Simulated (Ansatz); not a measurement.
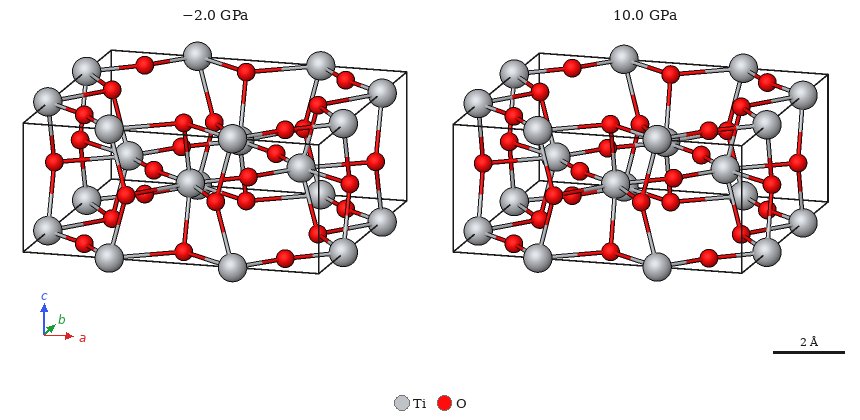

Solid TiO2 (set up in I4/m), relaxed (cell and atoms) at several target pressures. The picture shows the first and the last member. Style: ball-and-stick. Shown: the conventional cell (2 times the calculation's cell), slightly off an axis. Lengths and directions refer to the drawn axes.

Computed with Ansatz 0.2.0: DFT r2SCAN, scalar-relativistic, plane waves, PAW. (plane-wave cutoff 500 eV; k-point mesh 8 × 8 × 8; occupations gaussian; smearing width 0.02 eV; no spin polarisation; cell and atoms relaxed; force threshold 0.008 eV/Å)

| pressure (GPa) | volume (Å³/atom) | a (Å) | c (Å) | band gap (eV) |
| --- | --- | --- | --- | --- |
| −2.0 | 11.988 | 8.739 | 3.767 | 2.12 |
| 0.0 | 11.858 | 8.698 | 3.762 | 2.09 |
| 2.0 | ? | ? | ? | ? |
| 5.0 | 11.575 | 8.613 | 3.745 | 2.06 |
| 10.0 | 11.327 | 8.539 | 3.729 | 2.04 |

> Estimate the missing row from the others, and compare with the calculation.

Murnaghan's form V = V₀(1 + B′P/B₀)^(−1/B′), with V₀ = 11.858 Å³ from the row at zero pressure, fits the other rows with B₀ = 192 GPa and B′ = 5.65 (largest miss 0.002 Å³). At 2.0 GPa it gives 11.858 × (1 + 5.65 × 2.0/192)^(−1/5.65) = 11.739 Å³ per atom. The calculation gives 11.744 Å³/atom (a = 8.665 Å, c = 3.754 Å). The estimate is 0.005 Å³/atom too low. For the gap a parabola through the rows −2.0, 0.0, 5.0 gives 2.07 eV, and the calculation 2.08 eV (semilocal gaps, lower than measured ones as a rule). From the first member to the last: O–Ti 2.286 → 2.194 Å, Ti–Ti 3.202 → 3.118 Å, O–Ti 2.230 → 2.186 Å.

The whole series:

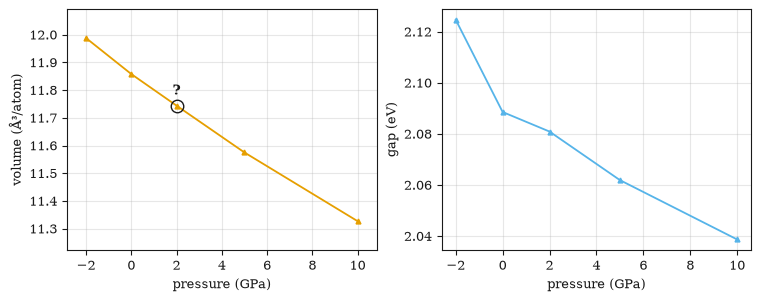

Each member starts from this one structure; whether another phase lies lower wasn't checked.
